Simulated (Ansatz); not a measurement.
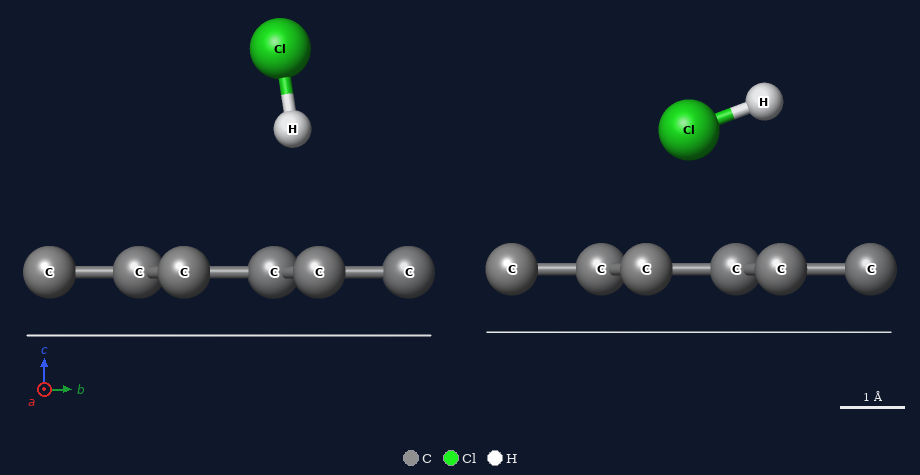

Two geometries of a slab of composition HC₁₈Cl, drawn at one scale. One is the start of a relaxation, the other its converged end. A ball-and-stick model of the cell of the calculation, outlined in the plane, without the vacuum (origin shifted), seen along the a axis.

These are results of DFT PBE-D3(BJ), scalar-relativistic, plane waves, PAW (Ansatz 0.2.0), not measurements. Set-up: plane-wave cutoff 420 eV; k-point mesh 2 × 2 × 1; occupations fermi dirac; smearing width 0.02 eV; no spin polarisation; atoms relaxed in a fixed cell; force threshold 0.03 eV/Å; at most 60 steps.

### Which of the two is the end point?

The left one is the relaxed one. It is HCl on graphene monolayer, set down by a guess. The run prepares an end point of a later path (dissociation) calculation, from a guessed geometry. Over 23 accepted moves (27 points after the start) the energy falls by 1.607 eV per cell of the calculation. Largest force component: 4.2 eV/Å at the start, 0.029 eV/Å at the end. The line search rejected the trial steps at points 7, 11, 17, 20 of the run. The atom that moves furthest relative to the layer's centre is the Cl atom (1.54 Å at 33° to the normal (+c side)). Largest moves by element: Cl 1.54 Å, H 0.61 Å, C 0.08 Å. The lattice vectors keep their values. Among the contacts that change: C–C 1.424 → 1.407 Å, Cl–H 1.282 → 1.296 Å, C–C 1.424 → 1.431 Å.

Limits of the set-up: the periodic images lie only 7.4 Å apart, so the values are limited by the cell's size.
